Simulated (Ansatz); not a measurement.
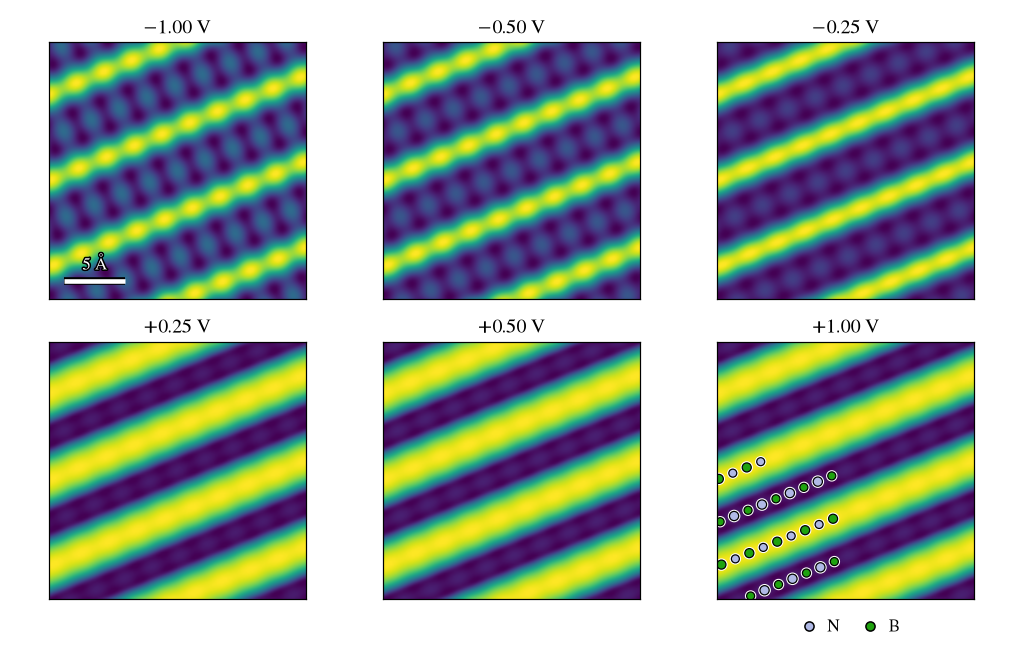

Constant-current images of BN(100) (P6_3/mmc bulk, 12 atomic planes (those closer than 0.6 Å count as one), 11 Å, BN-terminated) at 6 sample biases, each on its own colour scale; the last has the atoms seen from above drawn over one corner (deeper ones smaller).

The STM signal is simulated in the Tersoff–Hamann approximation. Bias windows are sharp sums over the levels of the k mesh.

Theory: DFT LDA, scalar-relativistic, plane waves, PAW (Ansatz 0.2.0). Cutoff 420 eV, 23 × 9 k-points, Gaussian smearing 0.05 eV, dipole correction. The slab is a cut without reconstruction beyond its cell, at the source's lattice constants, with its lower half held fixed and the rest relaxed. No spin polarisation. The run couldn't confirm all of its levels under its output density. The run warns that the functional's potential is rough in the thin density of the vacuum, where the tip is; weak contrasts and barriers may feel it.

Input

```yaml
crystal:
  lattice:
    - [2.5039917, 0.0, 0.0]
    - [0.0, 6.6612, 0.0]
    - [0.0, 0.0, 31.5654422331]
  atoms:
    - { symbol: B, position: [0.0, 0.75, 0.3168021511] }
    - { symbol: "N", position: [0.0, 0.25, 0.3168021511] }
    - { symbol: B, position: [0.5, 0.25, 0.3397018834] }
    - { symbol: "N", position: [0.5, 0.75, 0.3397018834] }
    - { symbol: B, position: [0.5, 0.75, 0.385501348] }
    - { symbol: "N", position: [0.5, 0.25, 0.385501348] }
    - { symbol: B, position: [0.0, 0.25, 0.4084010709] }
    - { symbol: "N", position: [0.0, 0.75, 0.4084010709] }
    - { symbol: B, position: [0.0, 0.75, 0.4542005354] }
    - { symbol: "N", position: [0.0, 0.25, 0.4542005354] }
    - { symbol: B, position: [0.5, 0.25, 0.4771002677] }
    - { symbol: "N", position: [0.5, 0.75, 0.4771002677] }
    - { symbol: B, position: [0.5, 0.75, 0.5227927868] }
    - { symbol: "N", position: [0.5, 0.25, 0.522924497] }
    - { symbol: B, position: [0.0, 0.25, 0.5450973576] }
    - { symbol: "N", position: [0.0, 0.75, 0.5452619119] }
    - { symbol: B, position: [0.0, 0.75, 0.591328802] }
    - { symbol: "N", position: [0.0, 0.25, 0.5911965535] }
    - { symbol: B, position: [0.5, 0.25, 0.6127675678] }
    - { symbol: "N", position: [0.5, 0.75, 0.6134211421] }
    - { symbol: B, position: [0.5, 0.75, 0.6611390211] }
    - { symbol: "N", position: [0.5, 0.25, 0.6599716659] }
    - { symbol: B, position: [0.0, 0.25, 0.6786907623] }
    - { symbol: "N", position: [0.0, 0.75, 0.6809460858] }
basis:
  ecutwfc: 420.0
  fft_grid_basis: typed
kpoints:
  mp_grid: { grid: [23, 9, 1] }
hamiltonian:
  xc: lda
  pseudopotentials: { kind: paw }
scf:
  occupations: { method: gaussian, width: 0.05 }
output:
  forces: true
  eigenvalues: true
  band_densities:
    - { e_range: [-2.0, -1.0] }
    - { e_range: [-1.0, -0.5] }
    - { e_range: [-0.5, -0.25] }
    - { e_range: [-0.25, 0.0] }
    - { e_range: [0.0, 0.25] }
    - { e_range: [0.25, 0.5] }
    - { e_range: [0.5, 1.0] }
    - { e_range: [1.0, 1.5] }
  band_residual_tolerance: 1.0e-05
  write_potential: true
  elf: true
  write_density: true
  volumetric_format: npy
efield:
  axis: 3
  dipole_correction: true
  ramp_width: 0.04
checkpoint:
  read: start.run
  write: ck
  compress: false
  write_wavefunctions: false
  write_every: 100000
```

Run with:

```sh
ansatz run input.yaml --threads 4 --pin off --max-ram 8847MiB --backend cpu --events-out ev --progress --plain --runs-dir out
```

Run time of this step alone (it restarts from the relaxed density): 2.1 min on 4 threads of Arm Neoverse V2 (shared host), peak memory 2 GiB.

How do the images change with bias?

```csv
bias,set point (e/Å³),corrugation,brightest over
−1.00 V,1.5 × 10⁻⁵,16 pm,top B atoms
−0.50 V,1.4 × 10⁻⁵,15 pm,top B atoms
−0.25 V,1.3 × 10⁻⁵,15 pm,top B atoms
+0.25 V,1.3 × 10⁻⁵,1.3 Å,top B atoms and N atoms 0.7 Å below the top plane
+0.50 V,1.4 × 10⁻⁵,1.3 Å,top B atoms and N atoms 0.7 Å below the top plane
+1.00 V,1.4 × 10⁻⁵,1.3 Å,top B atoms and N atoms 0.7 Å below the top plane
```

The slab has states at the Fermi level, so this model gives a current down to small biases. Its work function (top face) is 6.17 eV.
